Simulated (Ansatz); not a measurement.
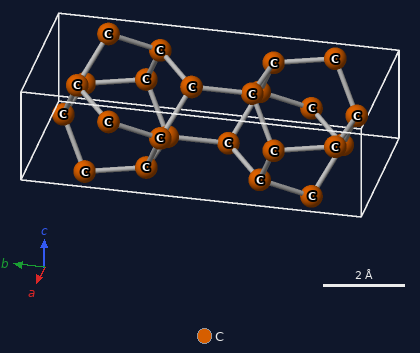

Lattice vibrations of a crystal of C, at the zone centre. A ball-and-stick model of the conventional cell (2 times the calculation's cell), seen from a free direction. Lengths and directions refer to the drawn axes.

Theory: DFT LDA, scalar-relativistic, plane waves, PAW (Ansatz).

The input:
```yaml
crystal:
  lattice:
    - [2.103272762, -4.3337146136, 0.0]
    - [2.103272762, 4.3337146136, 0.0]
    - [0.0, 0.0, 2.4856616114]
  atoms:
    - { symbol: C, position: [0.6482879639, 0.9815881366, 0.0] }
    - { symbol: C, position: [0.3517120361, 0.0184118634, 0.0] }
    - { symbol: C, position: [0.0184118634, 0.3517120361, 0.0] }
    - { symbol: C, position: [0.9815881366, 0.6482879639, 0.0] }
    - { symbol: C, position: [0.4045540954, 0.2260768148, 0.5] }
    - { symbol: C, position: [0.5954459046, 0.7739231852, 0.5] }
    - { symbol: C, position: [0.7739231852, 0.5954459046, 0.5] }
    - { symbol: C, position: [0.2260768148, 0.4045540954, 0.5] }
basis:
  ecutwfc: 420
kpoints:
  mp_grid: { grid: [6, 6, 10] }
hamiltonian:
  xc: lda
scf:
  occupations: { method: gaussian, width: 0.05 }
output:
  eigenvalues: true
phonons:
  method: fd
  supercell: [1, 1, 1]
  amplitude: 0.02
  eigenvectors: true
  dielectric: false
```

Launched with:
```bash
ansatz run input.yaml --threads 2 --pin off --max-ram 5120MiB --backend cpu --events-out ev --progress --plain --runs-dir out
```

Frequencies are those without the non-analytic (LO–TO) term.

Give the spectrum at this point.

The calculation's cell holds 8 atoms, so there are 21 optical modes, in 20 levels. No level is unstable.

```csv
level,symmetry,frequency (cm⁻¹),activity
1,B₃g,519,Raman-active
2,B₁g,567,Raman-active
3,B₂g,664,Raman-active
4,A_u,673,silent
5,B₃u,778,infrared-active
6,B₁g,909,Raman-active
7,doubly degenerate,984,not assigned
8,B₃u,1002,infrared-active
9,A_g,1059,Raman-active
10,B₂u,1076,infrared-active
11,B₁u,1130,infrared-active
12,B₁g,1178,Raman-active
13,A_g,1188,Raman-active
14,B₂u,1236,infrared-active
15,B₃g,1253,Raman-active
16,B₂g,1285,Raman-active
17,B₁g,1293,Raman-active
18,B₃u,1296,infrared-active
19,A_g,1322,Raman-active
20,A_u,1325,silent
```

The displacement patterns (one member of each degenerate set), 6 of the levels:

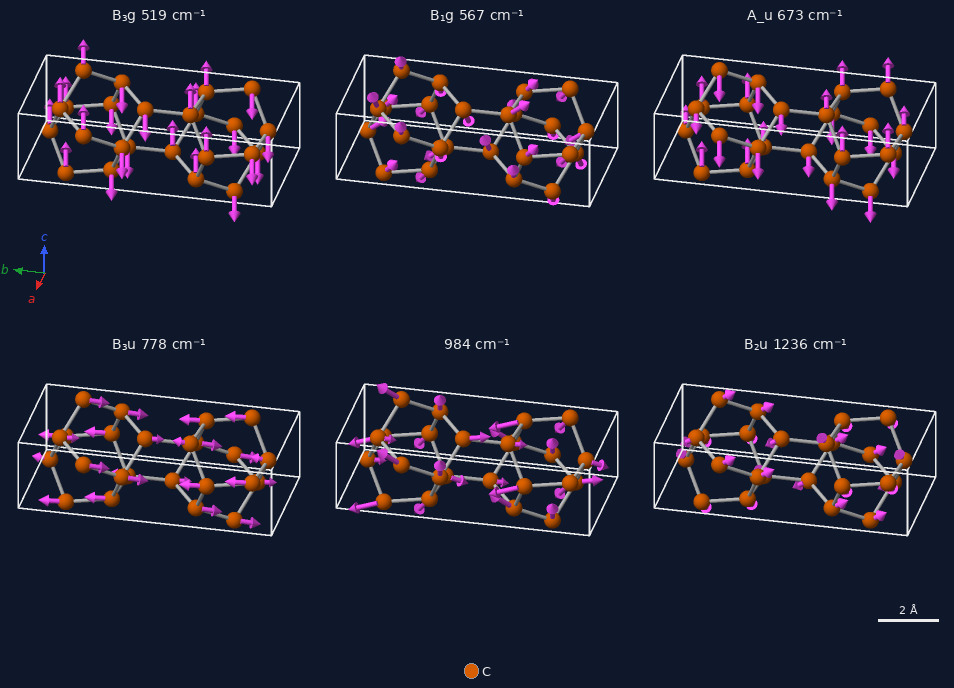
